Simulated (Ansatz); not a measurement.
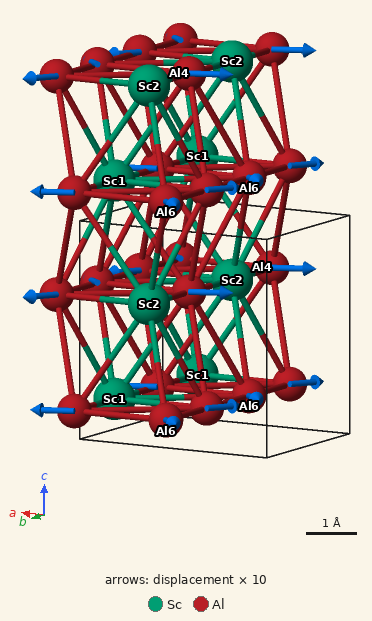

A relaxation of crystalline ScAl$_{3}$ (a generated structure, set up in P6_3/mmc) (coarse preliminary run). The starting structure is drawn; blue arrows show the displacements (the part carried along by the change of the cell is left out), 10 times their true length.

A ball-and-stick model of the cell of the calculation, repeated 1 × 2 × 2 with one cell outlined, seen from a free direction.

Method: Ansatz, DFT PBE, scalar-relativistic, plane waves, PAW.

The input:
```yaml
crystal:
  lattice:
    - [5.63557746, 0.0, 0.0]
    - [-2.81778873, 4.88055324, 0.0]
    - [0.0, 0.0, 4.47261082]
  atoms:
    - { symbol: Sc, position: [0.66666667, 0.33333333, 0.25] }
    - { symbol: Sc, position: [0.33333333, 0.66666667, 0.75] }
    - { symbol: Al, position: [0.83011562, 0.16988438, 0.75] }
    - { symbol: Al, position: [0.33976877, 0.16988438, 0.75] }
    - { symbol: Al, position: [0.83011562, 0.66023123, 0.75] }
    - { symbol: Al, position: [0.16988438, 0.83011562, 0.25] }
    - { symbol: Al, position: [0.66023123, 0.83011562, 0.25] }
    - { symbol: Al, position: [0.16988438, 0.33976877, 0.25] }
basis:
  ecutwfc: 420
kpoints:
  mp_grid: { grid: [6, 6, 4] }
hamiltonian:
  xc: pbe
scf:
  occupations: { method: gaussian, width: 0.1 }
  lower_state_search: "off"
output:
  forces: true
  stress: true
  eigenvalues: true
relax:
  adjacent_minimum: "off"
  f_tol: 0.04
  max_steps: 70
  cell: { stress_tol: 0.4 }
```

Run as
```bash
ansatz run input.yaml --threads 1 --pin off --max-ram 2560MiB --backend cpu --events-out ev --progress --plain --runs-dir out
```

Q: Atoms of which element are displaced furthest, and by how much?

A: Aluminium: up to 0.095 Å, against 0.000 Å for scandium.

Q: What did the optimiser do to the structure, and how much energy did it gain?

A: The energy falls by 0.904 eV per cell of the calculation in 3 accepted moves (4 points after the start). The largest force component goes from 1 to 0.0061 eV/Å. Pressure: 13.79 GPa at the start and 0.10 GPa at the end. The SCF was repeated once at an unchanged geometry on a basis and grid sized afresh for the cell, which shifted the energy by 11.5 meV per cell of the calculation at most. The largest moves relative to the cell, 0.095 Å, are those of Al3, Al4, Al5, Al6, Al7 and Al8. Al8 goes along [−1 −2 0]. Sc stays in place. The drawn cell changes as follows: a = b 5.636 → 5.825 Å (+3.4 %), c 4.473 → 4.737 Å (+5.9 %); the volume changes by +13.2 %. Near-neighbour distances that change, for instance: Al3–Al4 2.763 → 3.021 Å, Sc1–Al3 2.747 → 2.941 Å, Sc1–Al6 2.818 → 2.913 Å, Al3–Al7 2.784 → 2.869 Å. The space group stays P6_3/mmc (No. 194).
